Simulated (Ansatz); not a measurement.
```xyz
2
Lattice="2.8811 2.8811 -0.1137 2.9948 -2.9948 0.0000 -1.3695 -1.3695 -3.6147" Properties=species:S:1:pos:R:3 pbc="T T T"
Br    0.0000    0.0000    0.0000
Br    2.9380   -0.0569   -0.0569
```

Space group C2/m; a structure from a database of computed crystals, not necessarily the ambient phase; changed on purpose from its base cell (equal engineering shear yz, xz and xy -0.0400, equal normal strain along x, y and z +0.0333); computed pressure about −3 GPa in this cell; computed without spin polarisation.

These are results of Ansatz, DFT PBE+D3(BJ), scalar-relativistic, plane waves, PAW, not measurements.

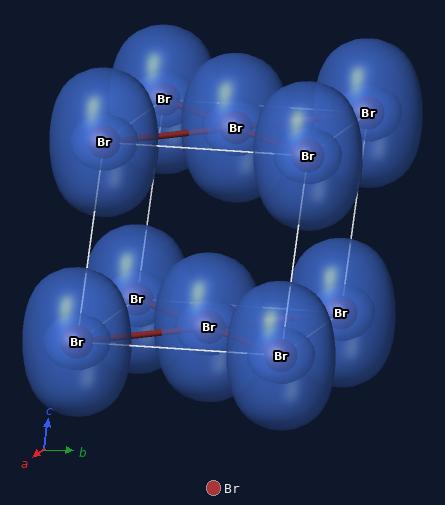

Br. Isosurface of the electron localisation function at 0.7 (blue), seen slightly off an axis. Only the valence region is drawn (cores and ρ < 0.01 e/Å³ removed). Sticks mark near contacts.

Core electrons are frozen (PAW), and the valence fields are smoothed inside the atomic spheres.

Where are the electrons localised?

The ELF exceeds this value in two regions wrapped around Br (the valence shell of each), counted in one cell of 2 atoms. Any copies at cell faces, edges or corners count once.

Values along the shortest contacts:
Br–Br (2.94 Å): the ELF is about 0.30 at the midpoint.
